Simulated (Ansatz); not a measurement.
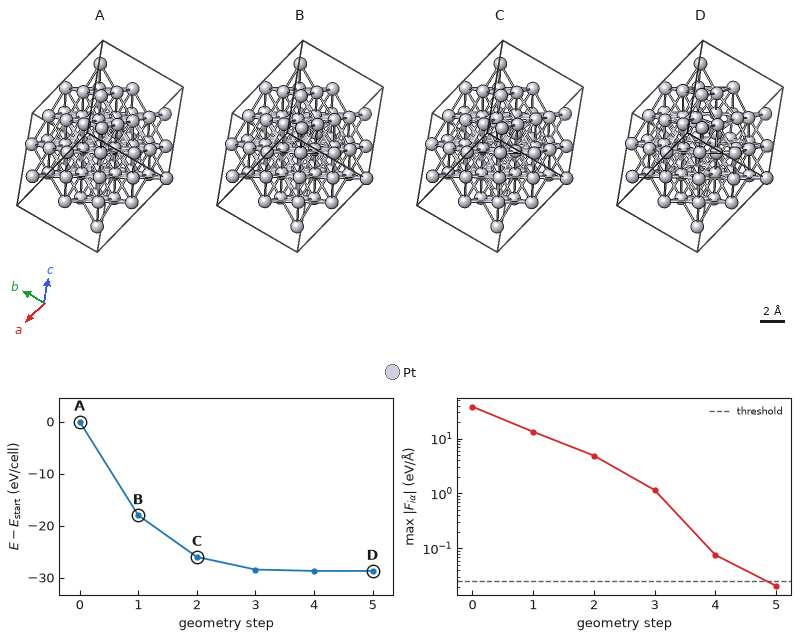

Frames of a relaxation of a defect cell of composition Pt, marked on the history of the run. The picture is a ball-and-stick view of the cell of the calculation (origin shifted), seen from a free direction.

Case: Pt interstitial, charge +0, atoms relaxed at the host's cell.

All numbers below come from Ansatz 0.2.0, DFT PBE, scalar-relativistic, plane waves, PAW. Settings: plane-wave cutoff 420 eV; k-point mesh 3 × 3 × 3; occupations gaussian; smearing width 0.1 eV; no spin polarisation; atoms relaxed in a fixed cell; force threshold 0.025 eV/Å; at most 45 steps.

> Describe the path.

The largest moves, 0.53 Å, are those of Pt atoms. The cell stays as it was. Near-neighbour distances that change, for instance: Pt–Pt 2.679 → 3.455 Å, Pt–Pt 2.767 → 3.478 Å, Pt–Pt 2.739 → 3.450 Å, Pt–Pt 2.771 → 3.455 Å. Among the angles between lasting bonds that change: Pt–Pt–Pt 169.8° → 179.8°, Pt–Pt–Pt 84.5° → 89.7°, Pt–Pt–Pt 94.4° → 89.5°. The energy falls by 28.710 eV per cell of the calculation in 5 geometry steps. The largest force component goes from 38 to 0.021 eV/Å. The run took 28 min on 8 threads of Intel(R) Xeon(R) Platinum 8175M CPU @ 2.50GHz (Skylake/Cascade Lake) (shared host), peak memory 11 GiB. From step 0 to 1: a Pt atom moves most (0.19 Å), energy −18.006 eV per cell of the calculation. From step 1 to 2: a Pt atom moves most (0.20 Å), energy −8.010 eV per cell of the calculation. From step 2 to 5: Pt atoms move most (0.21 Å), energy −2.693 eV per cell of the calculation.
